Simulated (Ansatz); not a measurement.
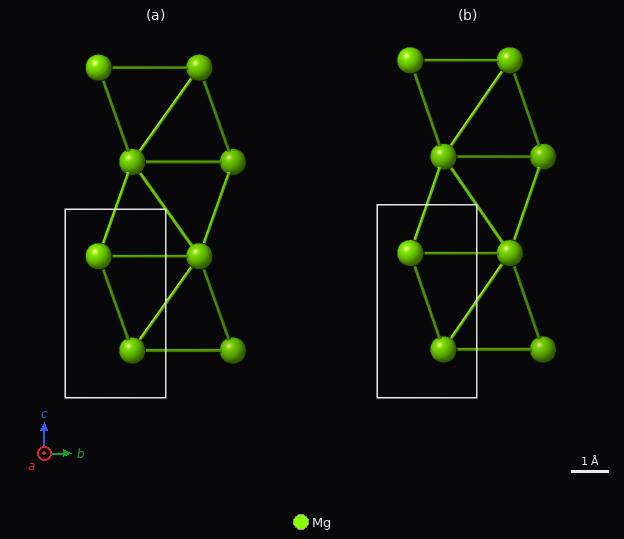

The structure of crystalline Mg (set up in P6_3/mmc) before (left) and after (right) a relaxation, at one scale.

Style: ball-and-stick. Shown: the cell of the calculation, repeated 1 × 2 × 2 with one cell outlined, along the a axis.

The run lets cell and atoms move.

These are results of Ansatz 0.2.0, Kohn-Sham DFT of a periodic cell, PBEsol with D4, Ansatz PAW, not measurements.

The input:
```yaml
crystal:
  lattice:
    - [3.2093, 0.0, 0.0]
    - [-1.60465, 2.7793353284, 0.0]
    - [0.0, 0.0, 5.2103]
  atoms:
    - { symbol: Mg, position: [0.6666666667, 0.3333333333, 0.75] }
    - { symbol: Mg, position: [0.3333333333, 0.6666666667, 0.25] }
hamiltonian:
  xc: pbesol
  pseudopotentials: { kind: paw }
  dispersion: d4
kpoints:
  mp_grid: { grid: [10, 10, 5] }
scf:
  occupations: { method: fermi_dirac, width: 0.05 }
output:
  forces: true
  stress: true
  eigenvalues: true
relax:
  f_tol: 0.01
  max_steps: 40
  cell: { stress_tol: 0.05 }
```

Launched with:
```bash
ansatz run input.yaml --threads 2 --pin off --max-ram 5632MiB --backend cpu --events-out ev --progress --plain --runs-dir out
```

Q: What changed between the two?

A: The energy falls by 2.7 meV per atom in 5 accepted moves (11 points after the start). All forces vanish by symmetry, so only the cell relaxes. Pressure: 3.11 GPa at the start and 0.00 GPa at the end. The line search rejected the trial steps at points 1, 2, 3, 4, 8 of the run. The SCF was repeated once at an unchanged geometry on a basis and grid sized afresh for the cell, which shifted the energy by less than 0.05 meV per atom at most. The atoms keep their places relative to the cell (all moves are under 0.005 Å). The drawn cell changes at constant volume: a = b 3.209 → 3.174 Å (−1.1 %), c 5.210 → 5.326 Å (+2.2 %). Near-neighbour distances that change, for instance: Mg–Mg 3.209 → 3.174 Å, Mg–Mg 3.197 → 3.232 Å. The space group stays P6_3/mmc (No. 194). At step 1 the optimiser overshot: the energy rose above the start, and later steps came back. Cost: 11 s on 2 threads of Arm Neoverse V1 (shared host), peak memory 0.29 GiB.
